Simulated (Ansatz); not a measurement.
# Run report: Ni2Si, single-point calculation (part 2 of 2)

Continued. System: Ni2Si (P6₃/mmc, 6 atoms in the cell). Method: DFT r2SCAN, scalar-relativistic, plane waves, PAW, spin-polarised (Ansatz 0.2.0); cutoff 500 eV, 6×6×4 k-mesh, Gaussian smearing of 0.1 eV, collinear spins. The structure derives from an entry of the Crystallography Open Database.

Geometry of the input (Å; fractional positions):
```
3.8360  0.0000  0.0000
-1.9180  3.3221  0.0000
0.0000  0.0000  4.9480
Si 0.3333  0.6667  0.7500
Si 0.6667  0.3333  0.2500
Ni 0.0000  0.0000  0.0000
Ni 0.0000  0.0000  0.5000
Ni 0.3333  0.6667  0.2500
Ni 0.6667  0.3333  0.7500
```

What the program printed, continued
```
SCF iter   1: F=-24658.890200 eV  HF=-24659.443158 eV  |F-HF|=5.53e-1  |Δ(HF+E_count)|=         —  Δρ=1.98e-1 (↑1.15e-1 ↓1.98e-1)  dr2=4.70e0  dr2_τ=1.65e-1  dr2_m=1.39e1  M=1.820 μB ∫|m|=2.855 μB  β_m=0.30  ethr=3.10e-3  ⟨swp⟩=6.3  Hψ=8300  notcnv=0  defer=19
preconditioner: auto → Kerker (q_TF=auto, 2.839 Å⁻¹)  [metal: Δε(μ)=0.023 eV  Ē_g=10.878 eV  σ=0.100 eV  W_gap=0.13  n_scr=22 (ndim 8)  ℏωp=32.4 eV  f_vac=0.000  D(μ)=3.40/eV (n_scr^D=22)]
spin=Collinear: Kerker preconditioning applied to the charge; magnetization (m = ρ↑ − ρ↓) channel mixes plain (no charge-response kernel on spin).
SCF iter   2: F=-24661.156954 eV  HF=-24659.394676 eV  |F-HF|=1.76e0  |Δ(HF+E_count)|=   4.85e-2  Δρ=1.55e-1 (↑1.41e-1 ↓1.55e-1)  dr2=8.45e-1  dr2_τ=4.26e-2  dr2_m=1.25e1  M=2.103 μB ∫|m|=3.172 μB  β_m=0.41  ethr=3.10e-3  ⟨swp⟩=3.4  Hψ=4049  notcnv=0  defer=253
Mixer restart at iter 2: flushing history
spin-set hold released at iteration 2 (the charge has settled, or the pull on large starting moments outlasts its swing): the magnetisation degrees of freedom join the quasi-Newton model from the next iteration; the mixer history was flushed
SCF iter   3: F=-24661.408027 eV  HF=-24660.466784 eV  |F-HF|=9.41e-1  |Δ(HF+E_count)|=    1.07e0  Δρ=1.13e-1 (↑9.32e-2 ↓1.13e-1)  dr2=7.96e-1  dr2_τ=2.25e-2  dr2_m=6.08e0  M=1.658 μB ∫|m|=2.725 μB  β_m=1.20  ethr=1.06e-3  ⟨swp⟩=2.1  Hψ=2476  notcnv=0  defer=253  κ⁻¹=1.0e0(r=1)
SCF iter   4: F=-24661.598557 eV  HF=-24660.817516 eV  |F-HF|=7.81e-1  |Δ(HF+E_count)|=   3.51e-1  Δρ=2.25e-2 (↑1.24e-2 ↓2.25e-2)  dr2=5.34e-1  dr2_τ=1.32e-3  dr2_m=3.04e-2  M=0.904 μB ∫|m|=1.615 μB  β_m=0.40  ethr=9.95e-4  ⟨swp⟩=2.5  Hψ=4330  notcnv=0  defer=253  κ⁻¹=5.2e-2(r=2)
SCF iter   5: F=-24662.010424 eV  HF=-24661.340590 eV  |F-HF|=6.70e-1  |Δ(HF+E_count)|=   5.23e-1  Δρ=8.43e-3 (↑8.43e-3 ↓5.99e-3)  dr2=1.01e-1  dr2_τ=2.13e-4  dr2_m=8.93e-3  M=0.797 μB ∫|m|=1.480 μB  β_m=0.53  ethr=6.68e-4  ⟨swp⟩=2.2  Hψ=3870  notcnv=0  defer=243  κ⁻¹=7.6e-3(r=3)
SCF iter   6: F=-24662.072712 eV  HF=-24661.785051 eV  |F-HF|=2.88e-1  |Δ(HF+E_count)|=   4.44e-1  Δρ=8.29e-3 (↑6.59e-3 ↓8.29e-3)  dr2=6.62e-2  dr2_τ=1.46e-4  dr2_m=1.97e-2  M=0.672 μB ∫|m|=1.200 μB  β_m=0.30  ethr=1.26e-4  ⟨swp⟩=2.0  Hψ=4136  notcnv=0  defer=243  κ⁻¹=1.6e-3(r=4)
SCF iter   7: F=-24662.170679 eV  HF=-24662.163981 eV  |F-HF|=6.70e-3  |Δ(HF+E_count)|=   3.79e-1  Δρ=8.85e-3 (↑8.85e-3 ↓4.19e-3)  dr2=1.93e-2  dr2_τ=2.03e-4  dr2_m=2.04e-2  M=0.250 μB ∫|m|=0.459 μB  β_m=0.30  ethr=8.28e-5  ⟨swp⟩=2.0  Hψ=4170  notcnv=0  defer=243  κ⁻¹=2.4e-4(r=5)
SCF iter   8: F=-24662.171142 eV  HF=-24662.164516 eV  |F-HF|=6.63e-3  |Δ(HF+E_count)|=   5.34e-4  Δρ=8.58e-3 (↑8.58e-3 ↓4.10e-3)  dr2=1.89e-2  dr2_τ=1.91e-4  dr2_m=1.90e-2  M=0.247 μB ∫|m|=0.455 μB  β_m=0.30  ethr=2.41e-5  ⟨swp⟩=1.0  Hψ=2547  notcnv=0  defer=241  κ⁻¹=1.7e-7(r=6)
SCF iter   9: F=-24662.182819 eV  HF=-24662.176850 eV  |F-HF|=5.97e-3  |Δ(HF+E_count)|=   1.23e-2  Δρ=5.10e-3 (↑5.10e-3 ↓3.76e-3)  dr2=2.44e-3  dr2_τ=4.82e-5  dr2_m=1.07e-2  M=0.203 μB ∫|m|=0.370 μB  β_m=0.30  ethr=2.36e-5  ⟨swp⟩=1.9  Hψ=2948  notcnv=0  defer=241  κ⁻¹=9.2e-8(r=7)
SCF iter  10: F=-24662.189038 eV  HF=-24662.186543 eV  |F-HF|=2.49e-3  |Δ(HF+E_count)|=   9.69e-3  Δρ=3.10e-3 (↑2.82e-3 ↓3.10e-3)  dr2=9.29e-5  dr2_τ=3.26e-5  dr2_m=5.03e-3  M=0.128 μB ∫|m|=0.228 μB  β_m=0.72  ethr=3.04e-6  ⟨swp⟩=2.1  Hψ=3721  notcnv=0  defer=241  κ⁻¹=9.2e-8(r=8)
SCF iter  11: F=-24662.190315 eV  HF=-24662.189300 eV  |F-HF|=1.01e-3  |Δ(HF+E_count)|=   2.76e-3  Δρ=2.47e-3 (↑2.47e-3 ↓2.28e-3)  dr2=3.36e-4  dr2_τ=2.02e-5  dr2_m=3.18e-3  M=0.099 μB ∫|m|=0.162 μB  β_m=1.20  ethr=1.16e-7  ⟨swp⟩=3.1  Hψ=4813  notcnv=0  defer=241  κ⁻¹=1.0e-7(r=8)
SCF iter  12: F=-24662.191491 eV  HF=-24662.190479 eV  |F-HF|=1.01e-3  |Δ(HF+E_count)|=   1.18e-3  Δρ=5.89e-4 (↑5.89e-4 ↓5.32e-4)  dr2=1.81e-4  dr2_τ=9.01e-7  dr2_m=9.98e-5  M=0.059 μB ∫|m|=0.097 μB  β_m=1.20  ethr=1.16e-7  ⟨swp⟩=3.1  Hψ=4262  notcnv=0  defer=241  κ⁻¹=3.2e-6(r=8)
SCF iter  13: F=-24662.191679 eV  HF=-24662.190983 eV  |F-HF|=6.96e-4  |Δ(HF+E_count)|=   5.04e-4  Δρ=4.99e-4 (↑4.99e-4 ↓4.36e-4)  dr2=1.56e-4  dr2_τ=3.99e-7  dr2_m=5.65e-5  M=0.049 μB ∫|m|=0.082 μB  β_m=1.20  ethr=1.16e-7  ⟨swp⟩=2.0  Hψ=3399  notcnv=0  defer=241  κ⁻¹=2.1e-5(r=8)
SCF iter  14: F=-24662.191994 eV  HF=-24662.191839 eV  |F-HF|=1.55e-4  |Δ(HF+E_count)|=   8.55e-4  Δρ=2.06e-4 (↑1.85e-4 ↓2.06e-4)  dr2=1.55e-5  dr2_τ=7.66e-8  dr2_m=1.44e-5  M=0.023 μB ∫|m|=0.046 μB  β_m=1.20  ethr=1.16e-7  ⟨swp⟩=2.4  Hψ=3737  notcnv=0  defer=241  κ⁻¹=1.5e-5(r=8)
SCF iter  15: F=-24662.192025 eV  HF=-24662.191906 eV  |F-HF|=1.20e-4  |Δ(HF+E_count)|=   6.71e-5  Δρ=1.64e-4 (↑1.47e-4 ↓1.64e-4)  dr2=1.08e-5  dr2_τ=5.26e-8  dr2_m=8.71e-6  M=0.019 μB ∫|m|=0.039 μB  β_m=1.20  ethr=1.93e-8  ⟨swp⟩=2.0  Hψ=3595  notcnv=0  defer=241  κ⁻¹=2.8e-5(r=8)
SCF iter  16: F=-24662.192082 eV  HF=-24662.192016 eV  |F-HF|=6.54e-5  |Δ(HF+E_count)|=   1.11e-4  Δρ=8.11e-5 (↑8.11e-5 ↓5.79e-5)  dr2=3.82e-6  dr2_τ=2.27e-8  dr2_m=1.67e-6  M=0.008 μB ∫|m|=0.022 μB  β_m=1.20  ethr=1.35e-8  ⟨swp⟩=2.7  Hψ=3732  notcnv=0  defer=241  κ⁻¹=1.6e-5(r=8)
SCF iter  17: F=-24662.192108 eV  HF=-24662.192087 eV  |F-HF|=2.14e-5  |Δ(HF+E_count)|=   7.06e-5  Δρ=4.82e-5 (↑2.72e-5 ↓4.82e-5)  dr2=5.99e-7  dr2_τ=4.96e-9  dr2_m=6.18e-7  M=0.006 μB ∫|m|=0.014 μB  β_m=1.20  ethr=4.78e-9  ⟨swp⟩=2.8  Hψ=3987  notcnv=0  defer=241  κ⁻¹=3.6e-5(r=8)
SCF iter  18: F=-24662.192115 eV  HF=-24662.192103 eV  |F-HF|=1.21e-5  |Δ(HF+E_count)|=   1.60e-5  Δρ=3.09e-5 (↑2.28e-5 ↓3.09e-5)  dr2=2.25e-7  dr2_τ=3.40e-9  dr2_m=2.99e-7  M=0.003 μB ∫|m|=0.009 μB  β_m=0.41  ethr=7.49e-10  ⟨swp⟩=3.0  Hψ=4662  notcnv=0  defer=241  κ⁻¹=5.2e-5(r=8)
SCF iter  19: F=-24662.192120 eV  HF=-24662.192116 eV  |F-HF|=4.25e-6  |Δ(HF+E_count)|=   1.28e-5  Δρ=2.28e-5 (↑2.28e-5 ↓2.20e-5)  dr2=1.63e-7  dr2_τ=3.65e-9  dr2_m=1.30e-7  M=-0.001 μB ∫|m|=0.003 μB  β_m=1.20  ethr=1.25e-10  ⟨swp⟩=11.9  Hψ=13230  notcnv=0  κ⁻¹=5.5e-6(r=8)
SCF iter  20: F=-24662.192120 eV  HF=-24662.192117 eV  |F-HF|=2.58e-6  |Δ(HF+E_count)|=   1.46e-6  Δρ=2.31e-5 (↑2.31e-5 ↓1.91e-5)  dr2=6.85e-8  dr2_τ=1.71e-9  dr2_m=1.83e-7  M=-0.003 μB ∫|m|=0.005 μB  β_m=0.30  ethr=1.25e-10  ⟨swp⟩=4.5  Hψ=11213  notcnv=0  κ⁻¹=8.4e-5(r=8)
SCF iter  21: F=-24662.192121 eV  HF=-24662.192120 eV  |F-HF|=3.58e-7  |Δ(HF+E_count)|=   3.26e-6  Δρ=1.11e-5 (↑1.07e-5 ↓1.11e-5)  dr2=7.61e-8  dr2_τ=5.52e-10  dr2_m=3.90e-8  M=0.000 μB ∫|m|=0.001 μB  β_m=1.20  ethr=8.56e-11  ⟨swp⟩=6.9  Hψ=10582  notcnv=0  κ⁻¹=2.9e-5(r=8)
iter 22 did not close the SCF: its close was put off for a magnetic moment that had not settled (scf_convergence_deferred on its scf_iter line)
SCF iter  22: F=-24662.192121 eV  HF=-24662.192121 eV  |F-HF|=1.37e-7  |Δ(HF+E_count)|=   2.90e-7  Δρ=5.93e-6 (↑3.21e-6 ↓5.93e-6)  dr2=2.00e-8  dr2_τ=1.76e-10  dr2_m=4.55e-9  M=-0.001 μB ∫|m|=0.001 μB  β_m=1.20  ethr=8.56e-11  ⟨swp⟩=6.0  Hψ=10117  notcnv=0  κ⁻¹=2.7e-4(r=8)
iter 23 did not close the SCF: its close was put off for a magnetic moment that had not settled (scf_convergence_deferred on its scf_iter line)
SCF iter  23: F=-24662.192121 eV  HF=-24662.192121 eV  |F-HF|=3.30e-8  |Δ(HF+E_count)|=   1.65e-7  Δρ=2.89e-6 (↑2.61e-6 ↓2.89e-6)  dr2=2.81e-9  dr2_τ=2.37e-11  dr2_m=2.17e-9  M=0.000 μB ∫|m|=0.001 μB  β_m=1.20  ethr=2.50e-11  ⟨swp⟩=3.4  Hψ=9928  notcnv=0  κ⁻¹=9.6e-5(r=8)
iter 24 did not close the SCF: its close was put off for a magnetic moment that had not settled (scf_convergence_deferred on its scf_iter line)
SCF iter  24: F=-24662.192121 eV  HF=-24662.192121 eV  |F-HF|=5.10e-9  |Δ(HF+E_count)|=   4.95e-8  Δρ=1.40e-6 (↑1.40e-6 ↓9.19e-7)  dr2=1.13e-9  dr2_τ=8.59e-12  dr2_m=1.42e-10  M=0.000 μB ∫|m|=0.000 μB  β_m=1.20  ethr=3.52e-12  ⟨swp⟩=2.0  Hψ=8204  notcnv=0  κ⁻¹=8.7e-5(r=8)
SCF iter  25: F=-24662.192121 eV  HF=-24662.192121 eV  |F-HF|=4.93e-9  |Δ(HF+E_count)|=   1.22e-9  Δρ=6.26e-7 (↑6.26e-7 ↓5.57e-7)  dr2=3.12e-10  dr2_τ=2.40e-12  dr2_m=6.19e-11  M=-0.000 μB ∫|m|=0.000 μB  ethr=1.41e-12  ⟨swp⟩=2.0  Hψ=7201  notcnv=0
WARN: the starting moments were not kept: the SCF closed with an absolute magnetisation of 8.7e-5 μB, where they sum to 8 μB in size (4 sites). That is at most 0.1 of that sum. Measured as dr2_m measures the in/out step, that magnetisation stands 3.6e-9 eV from none, at or under the dr2_threshold of 1.0e-7 eV: it is no larger than a step whose dr2_m would equal this threshold. The system may hold no moment; this SCF shows only that its start led to no more than that. To try another start: raise the starting moments (crystal.atoms[].spin, magnetization.per_species, magnetization.initial_magnetization, or on a non-collinear deck that types none of these the spinor_matrix: blocks that start its atoms; where the total moment is fixed, keep their sum and leave initial_magnetization as it is; typed ones take the place of any that the run laid by itself, positive ones on a crystal's lanthanoids without a Hubbard term where scf.initial_density.shell_occupations: [] is typed) or, if the notice of its spin-set hold's release reads "site moments contracting" or "site moments show no strong build", lengthen the hold (scf.mixing.spin_hold: { on: { confirm: 4 } }; for m-r²SCAN on two components see the key's manual first). Each may lead to a state that holds a moment. A second SCF, from the converged charge density, with the starting moments and any scf.initial_density.shell_occupations laid on it anew, would have followed, and was not run: the deck does not ask for one (magnetization.retry_lost_moments is false, the default). To let it run, set magnetization.retry_lost_moments: true and run the deck again, where that key's refused combinations let it; where memory then withholds it, that run's warning says so.
SCF 1 converged in 25 iterations: F = -24662.192121 eV  dr2 = 3.12e-10
  greatest PAW one-centre occupation: 1.001 electrons in one spin orbital (limit 2), on the Ni atom at site 2 (counted from 0), in its partial waves of l = 1
```

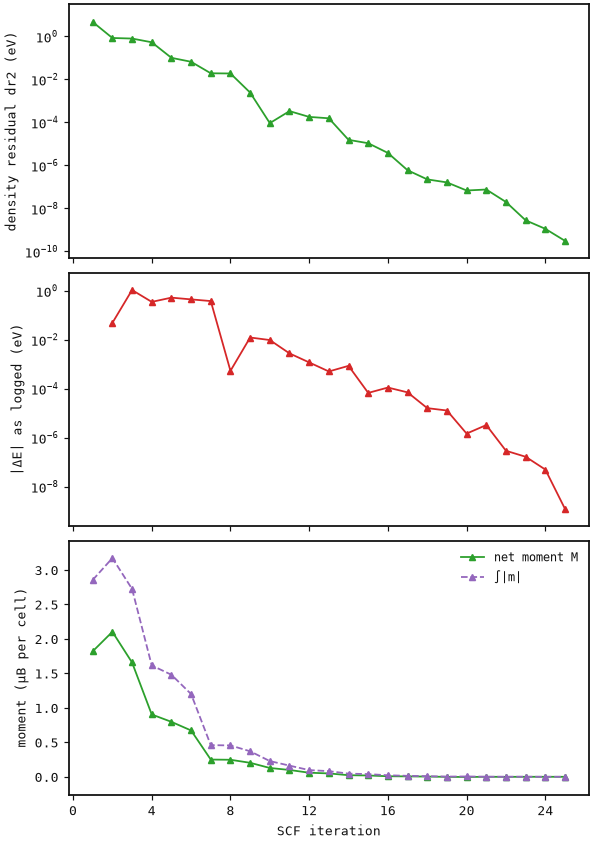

Fig. 1: Convergence of the self-consistent field: density residual dr2, size of the energy change and magnetic moment against the SCF iteration. The residual comes down, with one marked jump up, by a factor of about 4, at step 11. The net moment goes from 1.8 to 0.0 μB per cell, and ∫|m| falls to zero.

```
this state was not tested for a lower state beside it, because the mixer in use, unlike msr1, does not test its closes by its own steps (another_mixer; see scf.mixing.algorithm and scf.lower_state_search)
SCF converged after 25 iterations
Magnetization: -0.0000 μB (40.0000 up, 40.0000 down)
Absolute magnetization: 0.0001 μB (∫|ρ↑−ρ↓|, with the PAW one-centre terms)
Spin contamination: 0.0000 ħ² per cell (⟨S²⟩ above its minimum at these occupations)
Per-site moments (μB) at R_I (Å): [(1.964835458613732e-6, 0.9135698427892807), (1.964835458311692e-6, 0.9135698427892807), (-1.597219806800142e-5, 1.0205250000000001), (-1.597219806800169e-5, 1.0205250000000001), (-1.4855601254098097e-5, 0.9135698427892807), (-1.4855601253991042e-5, 0.9135698427892807)]
Free energy (F): -24662.192121 eV
Harris-Foulkes:  -24662.192121 eV  (|F-HF|=4.93e-9)
Internal energy: -24662.181291 eV  (E = F + TS)
E sigma→0 (E₀):  -24662.186706 eV
Entropy (-TS):   -0.010830 eV (-1.805 meV/atom)
Fermi energy:    17.817078 eV
--- Per-component energies (eV) ---
  E_band       = -1187.220663
  E_kinetic    = 1232.426308
  E_local      = -15744.051084  (includes V_loc(G=0)·N_el)
  E_nonlocal   = 2617.453183
  E_hartree    = 6757.078182
  E_xc         = -425.631049
  E_vxc        = -580.174209  (∫ρ·V_xc dr)
  E_paw        = -7626.204702  (= ΣΔE_a)
  E_vpaw       = -2267.200759  (= ΣTr[D̂ρ^β])
  E_aug_tail   = 0.000866  (compensation charges beyond the density's cutoff)
  E_vtau       = 40.167961  (kinetic-family band-sum trace: ∫τ·v_τ [+ j·A + Jᵃ·Aᵃ] dr)
  E_ewald      = -11471.899855
  E_core_change = -1.353140  (= ΣΔE_core)
  E_smearing   = -0.010830  (= −TS)
  E_closure    = 0.000000  (closes the sum)
  Σ components = -24662.192121   (vs F -24662.192121, Δ=0.00e0)
--- Forces (eV/Å), atoms counted from 1 ---
  atom   1  Si    -0.00000000    -0.00000000     0.00000000
  atom   2  Si     0.00000000     0.00000000     0.00000000
  atom   3  Ni    -0.00000000     0.00000000    -0.00000000
  atom   4  Ni    -0.00000000     0.00000000     0.00000000
  atom   5  Ni    -0.00000000    -0.00000000     0.00000000
  atom   6  Ni    -0.00000000     0.00000000     0.00000000
  max |Σ_I F_I| component: 9.25e-17 eV/Å
--- Stress (GPa, compression-positive) ---
        4.713911      -0.000000       0.000000
       -0.000000       4.713911      -0.000000
        0.000000       0.000000       0.717154
  P = ⅓ Tr σ = 3.3817 GPa (33.817 kbar)
--- Band table (eV; the first three rows and the last of 42) ---
  k-point 0 ↑: bands = ["-89.4136", "-89.4126", "-89.1244", "-89.1124", "-48.4127", "-48.4127", "-48.4086", "-48.4086", "-48.2585", "-48.2542", "-48.1303", "-48.0478", "-48.0478", "-48.0415", "-48.0415", "-47.9981", "4.3013", "9.0517", "10.7466", "12.2975", "12.2975", "13.5594", "13.5594", "13.7026", "13.7736", "13.7736", "14.4192", "14.4192", "15.6624", "15.6624", "15.9027", "16.3621", "16.3621", "16.3874", "16.3874", "16.5453", "17.1932", "17.1932", "17.9160", "20.7872", "20.7872", "20.9423", "20.9423", "21.1073", "21.4637", "22.4356", "22.4356", "24.2833", "26.6709", "26.6709", "27.5991", "27.5991", "27.9699"]
  k-point 1 ↑: bands = ["-89.4135", "-89.4127", "-89.1226", "-89.1141", "-48.4121", "-48.4121", "-48.4091", "-48.4091", "-48.2582", "-48.2550", "-48.1108", "-48.0469", "-48.0469", "-48.0424", "-48.0424", "-48.0174", "4.6978", "7.5835", "11.9957", "12.3868", "12.3868", "13.1098", "13.1098", "13.7059", "14.1304", "14.1304", "14.3970", "14.3970", "15.8180", "15.9044", "15.9044", "16.3502", "16.3502", "16.3874", "16.3874", "16.5165", "16.9890", "16.9890", "18.6746", "21.0203", "21.0480", "21.0480", "21.1478", "21.2127", "21.2127", "22.0236", "22.0236", "24.4650", "24.4650", "24.5557", "27.1497", "27.6052", "29.0894"]
  k-point 2 ↑: bands = ["-89.4131", "-89.4131", "-89.1184", "-89.1184", "-48.4106", "-48.4106", "-48.4106", "-48.4106", "-48.2568", "-48.2568", "-48.0640", "-48.0640", "-48.0447", "-48.0447", "-48.0447", "-48.0447", "5.8461", "5.8461", "12.6612", "12.6612", "12.6612", "12.6612", "13.2234", "13.2234", "14.3397", "14.3397", "14.3397", "14.3397", "16.0260", "16.0260", "16.3171", "16.3171", "16.3171", "16.3171", "16.5096", "16.5096", "16.5096", "16.5096", "20.3696", "20.3696", "21.3999", "21.3999", "21.3999", "21.3999", "22.3076", "22.3076", "22.4794", "22.4794", "22.4794", "22.4794", "26.4922", "26.4922", "31.3406"]
  k-point 20 ↓: bands = ["-89.4126", "-89.4126", "-89.1187", "-89.1187", "-48.4139", "-48.4139", "-48.4115", "-48.4115", "-48.2604", "-48.2604", "-48.0620", "-48.0620", "-48.0485", "-48.0485", "-48.0374", "-48.0374", "8.4722", "8.4722", "10.6352", "10.6352", "11.5060", "11.5060", "13.6479", "13.6479", "14.4356", "14.4356", "14.8242", "14.8242", "15.1580", "15.1580", "15.3895", "15.3895", "16.0732", "16.0732", "16.3841", "16.3841", "16.4700", "16.4700", "16.5939", "16.5939", "17.6440", "17.6440", "23.6712", "23.6712", "24.3462", "24.3462", "26.3990", "26.3990", "27.1083", "27.1083", "27.2459", "27.2459", "27.5700"]
--- Löwdin populations: 6 sites ---
  site symbol       q [e]    m [muB]
     0     Si      4.4202     0.0000
     1     Si      4.4202     0.0000
     2     Ni     17.5516    -0.0000
     3     Ni     17.5516    -0.0000
     4     Ni     17.5904    -0.0000
     5     Ni     17.5904    -0.0000
  spilling = 0.010944 (of n_electrons = 80.000000)
```

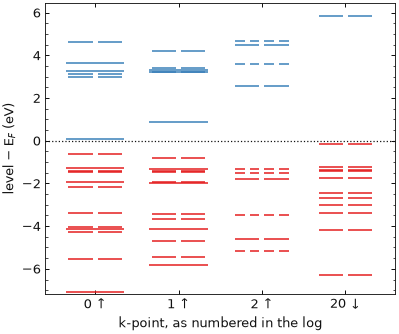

Fig. 2: Kohn–Sham levels near the Fermi level (dotted) at the few k-points that the log prints; levels within 0.02 eV of each other stand side by side. The system is metallic on the full mesh.
